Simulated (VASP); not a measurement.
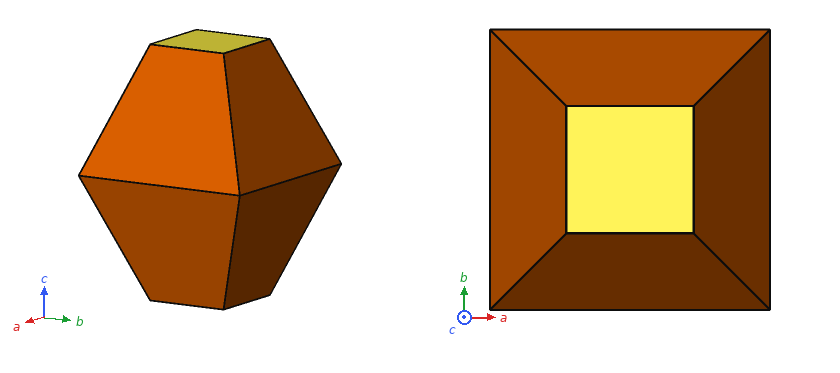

Two views of one computed crystal shape (BFDH rule; symmetry-equivalent faces share a colour; the right view looks down the c axis). A face and its opposite count as equivalent. Forms under 0.4 % of the area are left out.

**Which crystal system and Laue class does the shape show?**

Tetragonal, Laue class 4/mmm. A BFDH shape is always centrosymmetric and shows few forms, so it can't tell the point group within that class, and the other Laue class of the same system could look alike. It was computed for TiO2 in I4_1/amd, with forms {101} and {004}.

Origin: the geometry relaxed with VASP Kohn-Sham DFT of a periodic cell, BLYP with D3, VASP PAW PBE potentials, recommended (VASP).
